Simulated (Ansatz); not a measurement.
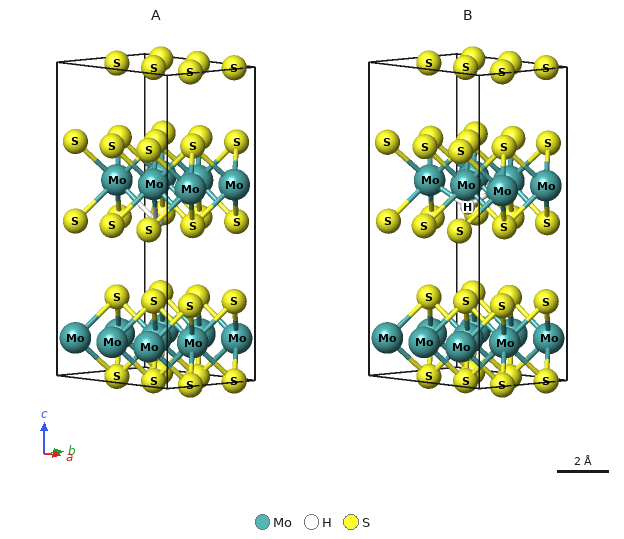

Two geometries of a defect cell of composition Mo$_{12}$HS$_{23}$ (cell charge +1), drawn at one scale. One is the start of a relaxation, the other its converged end. A ball-and-stick model of the cell of the calculation (origin shifted), seen from a free direction.

Theory: DFT, PBE, plane-wave PAW, default files, scalar-relativistic in Ansatz. (plane-wave cutoff 420 eV; k-point mesh 3 × 4 × 2; occupations fermi dirac; smearing width 0.01 eV; no spin polarisation; atoms relaxed in a fixed cell; force threshold 0.03 eV/Å; at most 40 steps)

Q: Which geometry has the lower energy?

A: Structure B is the relaxed one. The H atom moves most: 0.57 Å along +c. By element the largest moves are H 0.57 Å, Mo 0.07 Å, S 0.07 Å. The cell doesn't change. Among the contacts that change: H–Mo 2.408 → 2.037 Å, H–Mo 2.408 → 2.060 Å, Mo–S 2.408 → 2.430 Å, Mo–S 2.408 → 2.391 Å. Bond angles that change, for instance: S–Mo–S 82.3° → 84.8°. After 5 geometry steps the energy has fallen by 0.663 eV per cell of the calculation. Largest force component: 1.7 eV/Å at the start, 0.021 eV/Å at the end.

Limits of the set-up: the periodic images lie only 6.3 Å apart, so the values are limited by the cell's size; the cell is charged, on a uniform background, and energies carry no finite-size correction.
